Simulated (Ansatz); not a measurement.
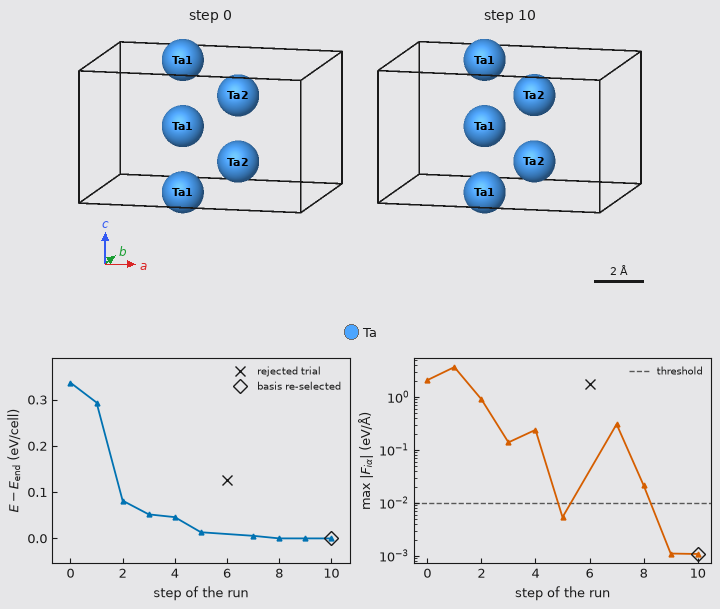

First and last geometry of a relaxation of a wire of composition Ta, with the history of the run. The picture is a spheres-only view of the 2 repeat of the cell, with the vacuum cut short, seen slightly off an axis.

Case: strip chain of atoms.

The calculation used DFT PBE, scalar-relativistic, plane waves, PAW (Ansatz 0.2.0). Set-up: plane-wave cutoff 420 eV; k-point mesh 1 × 1 × 23; occupations gaussian; smearing width 0.05 eV; collinear spin; cell relaxed at fixed a, b, alpha, beta, gamma; force threshold 0.01 eV/Å; at most 45 steps.

Q: What do the curves and the structures tell?

A: It converged. Over 8 accepted moves (10 points after the start) the energy falls by 0.337 eV per cell of the calculation. Largest force component: 2.1 eV/Å at the start, 0.0011 eV/Å at the end. The line search rejected the trial step at point 6 of the run. At 1 point the geometry stayed and the basis and grid were re-selected for the new cell (energy shift of less than 0.05 meV per cell of the calculation at most each time). The largest moves relative to the layer's centre, 0.12 Å, are those of Ta1 and Ta2. Along the periodic axis the drawn cell goes c 5.484 → 5.494 Å (+0.2 %). Near-neighbour distances that change, for instance: Ta1–Ta2 2.702 → 2.503 Å, Ta1–Ta1 2.742 → 2.747 Å. Among the angles between lasting bonds that change: Ta2–Ta1–Ta2 61.0° → 66.6°, Ta1–Ta1–Ta2 120.5° → 123.3°, Ta1–Ta1–Ta2 59.5° → 56.7°. The program noted that the starting moments weren't kept.

Limits of the set-up: the k-point mesh is coarse for a cell with partly filled bands.
